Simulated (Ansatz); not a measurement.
## Two runs on Ir

System: Ir (Fm-3m, 1 atom in the cell).
Method of the first run: Kohn-Sham DFT of a periodic cell, revPBE, Ansatz PAW, no spin polarisation (Ansatz 0.2.0).

The structure derives from an entry of the Crystallography Open Database. Text and figures count atoms from 1; the logs count them from 0 in places.

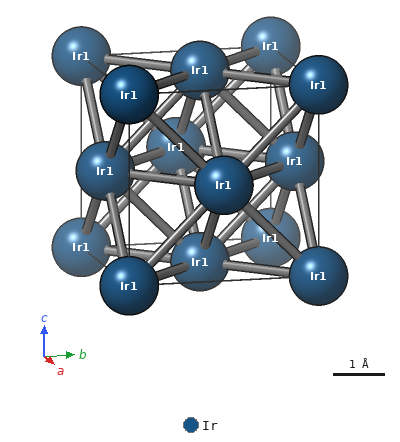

Fig. 1: The structure as given in the input (ball-and-stick view of the cell 4 times as large as that of the calculation, set on its symmetry axes, seen slightly off an axis; atoms are numbered from 1 in the order of the input).

### The input, the first run
```yaml
crystal:
  lattice:
    - [0.0, 1.9156, 1.9156]
    - [1.9156, 0.0, 1.9156]
    - [1.9156, 1.9156, 0.0]
  atoms:
    - { symbol: Ir, position: [0.0, 0.0, 0.0] }
hamiltonian:
  xc: revpbe
  pseudopotentials: { kind: paw }
kpoints:
  mp_grid: { grid: [12, 12, 12] }
scf:
  occupations: { method: fermi_dirac, width: 0.05 }
output:
  forces: true
  stress: true
relax:
  f_tol: 0.01
  max_steps: 40
  cell: { stress_tol: 0.05 }
```

Command:
```bash
ansatz run input.yaml --threads 2 --pin off --max-ram 5632MiB --backend cpu --events-out ev --progress --plain --runs-dir out
```

Hardware: 2 threads of Arm Neoverse V1, 24 GiB of memory available, shared host.

### Output, shortened to warnings, some set-up lines, iterations and results (the first run)
```
Basis set: ecut = 420 eV, 283 PW (Γ), exchange–correlation on 40×40×40 points (8 copies of the dense FFT grid, shifted against one another)
Symmetry: 48 space group operations
k-points: 72 of 1728
Initial density: superposition of atomic densities (neutral atoms: chi_scale 0, normalization atom), corrected by the library's trained network
[...]
SCF iter   1: F=—  HF=-11944.875343 eV  |F-HF|=—  |Δ(HF+E_count)|=         —  Δρ=4.46e-3  dr2=5.82e-4  ethr=1.77e-3  ⟨swp⟩=5.2  Hψ=4851  notcnv=0
SCF iter   2: F=—  HF=-11944.875898 eV  |F-HF|=—  |Δ(HF+E_count)|=   5.55e-4  Δρ=2.22e-3  dr2=1.19e-4  ethr=3.43e-6  ⟨swp⟩=2.1  Hψ=1846  notcnv=0
SCF iter   3: F=—  HF=-11944.876170 eV  |F-HF|=—  |Δ(HF+E_count)|=   2.73e-4  Δρ=7.84e-4  dr2=1.91e-5  ethr=7.03e-7  ⟨swp⟩=2.0  Hψ=1267  notcnv=0
SCF iter   4: F=—  HF=-11944.876204 eV  |F-HF|=—  |Δ(HF+E_count)|=   3.36e-5  Δρ=7.40e-5  dr2=4.85e-7  ethr=1.13e-7  ⟨swp⟩=2.2  Hψ=1346  notcnv=0
SCF iter   5: F=-11944.876204 eV  HF=-11944.876204 eV  |F-HF|=2.51e-9  |Δ(HF+E_count)|=   3.34e-8  Δρ=1.17e-5  dr2=5.38e-9  ethr=2.85e-9  ⟨swp⟩=2.1  Hψ=1237  notcnv=0
[... 29 lines ...]
SCF iter   3: F=—  HF=-11944.899554 eV  |F-HF|=—  |Δ(HF+E_count)|=   1.45e-5  Δρ=1.26e-5  dr2=1.26e-8  ethr=1.17e-9  ⟨swp⟩=2.0  Hψ=1543  notcnv=0
SCF iter   4: F=—  HF=-11944.899554 eV  |F-HF|=—  |Δ(HF+E_count)|=   1.87e-8  Δρ=2.33e-6  dr2=1.12e-10  ethr=7.40e-11  ⟨swp⟩=2.4  Hψ=1410  notcnv=0
SCF iter   5: F=-11944.899554 eV  HF=-11944.899554 eV  |F-HF|=5.46e-12  |Δ(HF+E_count)|=   1.04e-9  Δρ=2.86e-7  dr2=3.83e-12  ethr=1.00e-12  ⟨swp⟩=5.0  Hψ=3430  notcnv=0
SCF 6 converged in 5 iterations: F = -11944.899554 eV  dr2 = 3.83e-12
relax step   6: F+E_penalty+E_count = -11944.89955373 eV  Δ(F+E_penalty+E_count) = -2.568e-4 eV  max|allowed force component| = 0.000e0 eV/Å  Δτ_max = 0.0000 Å  P = -0.036 …
basis re-selected at this cell: Δ(F+E_penalty+E_count) = -2.568e-4 eV, ΔP = -0.037 GPa vs the last step (what re-selecting the basis moved, of the pressure what is left beyond the Pulay correction that the steps carried, after the strain that the cell walked since its last selection, with what the …
SCF converged after 5 iterations
Free energy (F): -11944.899554 eV
Harris-Foulkes:  -11944.899554 eV  (|F-HF|=5.46e-12)
Internal energy: -11944.894526 eV  (E = F + TS)
E sigma→0 (E₀):  -11944.897040 eV
Entropy (-TS):   -0.005028 eV (-5.028 meV/atom)
Fermi energy:    24.883746 eV
--- Per-component energies (eV) ---
  E_band       = -96.462344
  E_kinetic    = 622.127436
  E_local      = -1099.910173  (includes V_loc(G=0)·N_el)
  E_nonlocal   = 71.884281
  E_hartree    = 420.105476
  E_xc         = -267.896464
  E_vxc        = -299.709431  (∫ρ·V_xc dr)
  E_paw        = -9232.713784  (= ΣΔE_a)
  E_vpaw       = -231.065424  (= ΣTr[D̂ρ^β])
  E_aug_tail   = 0.000059  (compensation charges beyond the density's cutoff)
  E_ewald      = -2458.468163
  E_core_change = -0.023195  (= ΣΔE_core)
  E_smearing   = -0.005028  (= −TS)
  E_closure    = -0.000000  (closes the sum)
  Σ components = -11944.899554   (vs F -11944.899554, Δ=0.00e0)
--- Forces (eV/Å), atoms counted from 1 ---
  atom   1  Ir    -0.00000000     0.00000000     0.00000000
  max |Σ_I F_I| component: 4.93e-32 eV/Å
--- Stress (GPa, compression-positive) ---
       -0.035583      -0.000000      -0.000000
       -0.000000      -0.035583      -0.000000
       -0.000000      -0.000000      -0.035583
  P = ⅓ Tr σ = -0.0356 GPa (-0.356 kbar)
--- Relaxed structure (5 steps of the walk, 4 accepted, 1 SCFs on fresh bases) ---
  F+E_penalty+E_count = -11944.89955373 eV   max|allowed force component| = 0.000e0 eV/Å   (the final SCF, on the basis selected at the relaxed cell)
  cell:  # Å, volume = 14.6078 Å³
    - [-4.0126054759052775e-34, 1.940221612996581, 1.940221612996581]
    - [1.940221612996581, 8.552847072295026e-50, 1.940221612996581]
    - [1.940221612996581, 1.940221612996581, -2.483993866036601e-34]
  atoms:
    - { symbol: Ir, position: [0.0, 0.0, 0.0] }
```

The input of the second run differs as follows (lines with − go, lines with + come):
```diff
-  xc: revpbe
+  xc: blyp
+  write_density: true
+  write_potential: true
+  elf: true
+  volumetric_format: npy
```

How does the second run compare with the first run?

The total energies belong to different methods, so their difference says nothing on which is more stable or more accurate. The volume per atom goes from 14.61 to 15.22 Å³. The functional changes from revPBE to BLYP. The SCF takes 26 iterations over all geometry steps against 27.

### Output, shortened to warnings, some set-up lines, iterations and results (the second run)
```
Basis set: ecut = 420 eV, 283 PW (Γ), exchange–correlation on 40×40×40 points (8 copies of the dense FFT grid, shifted against one another)
Symmetry: 48 space group operations
k-points: 72 of 1728
Initial density: superposition of atomic densities (neutral atoms: chi_scale 0, normalization atom), corrected by the library's trained network
[...]
SCF iter   1: F=—  HF=-11960.649329 eV  |F-HF|=—  |Δ(HF+E_count)|=         —  Δρ=1.37e-2  dr2=2.45e-2  ethr=1.77e-3  ⟨swp⟩=5.2  Hψ=4973  notcnv=0
SCF iter   2: F=—  HF=-11960.642898 eV  |F-HF|=—  |Δ(HF+E_count)|=   6.43e-3  Δρ=4.31e-3  dr2=8.16e-4  ethr=1.44e-4  ⟨swp⟩=2.6  Hψ=2046  notcnv=0  defer=5
SCF iter   3: F=—  HF=-11960.643106 eV  |F-HF|=—  |Δ(HF+E_count)|=   2.08e-4  Δρ=1.96e-3  dr2=1.73e-4  ethr=4.80e-6  ⟨swp⟩=2.1  Hψ=1543  notcnv=0  defer=5
SCF iter   4: F=—  HF=-11960.643226 eV  |F-HF|=—  |Δ(HF+E_count)|=   1.21e-4  Δρ=1.44e-4  dr2=5.46e-7  ethr=1.02e-6  ⟨swp⟩=2.7  Hψ=1348  notcnv=0  defer=5
SCF iter   5: F=—  HF=-11960.643226 eV  |F-HF|=—  |Δ(HF+E_count)|=   5.89e-7  Δρ=1.25e-5  dr2=8.66e-9  ethr=3.21e-9  ⟨swp⟩=2.1  Hψ=1466  notcnv=0  defer=5
[... 28 lines ...]
SCF iter   3: F=—  HF=-11960.739702 eV  |F-HF|=—  |Δ(HF+E_count)|=   1.01e-4  Δρ=1.25e-5  dr2=1.52e-8  ethr=3.14e-9  ⟨swp⟩=2.2  Hψ=1307  notcnv=0
SCF iter   4: F=—  HF=-11960.739702 eV  |F-HF|=—  |Δ(HF+E_count)|=   4.06e-8  Δρ=3.29e-6  dr2=2.21e-10  ethr=8.92e-11  ⟨swp⟩=2.4  Hψ=1409  notcnv=0
SCF iter   5: F=-11960.739702 eV  HF=-11960.739702 eV  |F-HF|=6.73e-11  |Δ(HF+E_count)|=   5.46e-9  Δρ=4.08e-7  dr2=3.49e-12  ethr=1.00e-12  ⟨swp⟩=3.1  Hψ=3943  notcnv=0
SCF 6 converged in 5 iterations: F = -11960.739702 eV  dr2 = 3.49e-12
relax step   6: F+E_penalty+E_count = -11960.73970245 eV  Δ(F+E_penalty+E_count) = -4.519e-4 eV  max|allowed force component| = 0.000e0 eV/Å  Δτ_max = 0.0000 Å  P = -0.005 …
basis re-selected at this cell: Δ(F+E_penalty+E_count) = -4.519e-4 eV, ΔP = +0.005 GPa vs the last step (what re-selecting the basis moved, of the pressure what is left beyond the Pulay correction that the steps carried, after the strain that the cell walked since its last selection, with what the …
SCF converged after 5 iterations
Free energy (F): -11960.739702 eV
Harris-Foulkes:  -11960.739702 eV  (|F-HF|=6.73e-11)
Internal energy: -11960.734225 eV  (E = F + TS)
E sigma→0 (E₀):  -11960.736964 eV
Entropy (-TS):   -0.005477 eV (-5.477 meV/atom)
Fermi energy:    24.028945 eV
--- Per-component energies (eV) ---
  E_band       = -106.707842
  E_kinetic    = 621.942027
  E_local      = -1150.977471  (includes V_loc(G=0)·N_el)
  E_nonlocal   = 71.747022
  E_hartree    = 437.458223
  E_xc         = -263.354032
  E_vxc        = -293.748896  (∫ρ·V_xc dr)
  E_paw        = -9252.869594  (= ΣΔE_a)
  E_vpaw       = -230.586975  (= ΣTr[D̂ρ^β])
  E_aug_tail   = 0.000040  (compensation charges beyond the density's cutoff)
  E_ewald      = -2424.830591
  E_core_change = 0.150151  (= ΣΔE_core)
  E_smearing   = -0.005477  (= −TS)
  E_closure    = 0.000000  (closes the sum)
  Σ components = -11960.739702   (vs F -11960.739702, Δ=0.00e0)
--- Forces (eV/Å), atoms counted from 1 ---
  atom   1  Ir    -0.00000000     0.00000000     0.00000000
  max |Σ_I F_I| component: 1.95e-32 eV/Å
--- Stress (GPa, compression-positive) ---
       -0.004577      -0.000000      -0.000000
       -0.000000      -0.004577      -0.000000
       -0.000000      -0.000000      -0.004577
  P = ⅓ Tr σ = -0.0046 GPa (-0.046 kbar)
--- Relaxed structure (5 steps of the walk, 5 accepted, 1 SCFs on fresh bases) ---
  F+E_penalty+E_count = -11960.73970245 eV   max|allowed force component| = 0.000e0 eV/Å   (the final SCF, on the basis selected at the relaxed cell)
  cell:  # Å, volume = 15.2242 Å³
    - [-1.4649194594574816e-34, 1.967136624887024, 1.967136624887024]
    - [1.967136624887024, -6.369215041119487e-34, 1.967136624887024]
    - [1.967136624887024, 1.967136624887024, -3.4393761222045233e-34]
  atoms:
    - { symbol: Ir, position: [0.0, 0.0, 0.0] }
```

### The two runs side by side

| quantity | the first run | the second run |
| --- | --- | --- |
| outcome | converged | converged |
| free energy per atom (eV) | −11944.8996 | −11960.7397 |
| energy per atom, smearing taken to zero (eV) | −11944.8970 | −11960.7370 |
| pressure (GPa) | −0.04 | 0.00 |
| volume per atom (Å³) | 14.61 | 15.22 |
| largest force (eV/Å) | 0.000 | 0.000 |
| SCF iterations | 27 | 26 |
| irreducible k-points | 72 | 72 |
| gap on the mesh (eV) | – | 0.00 |
| wall time (shared host) | 2.4 s | 2.8 s |

For both runs: Points of doubt noted for this run: forces on files of another functional. Spin–orbit coupling is left out, which matters for Ir.
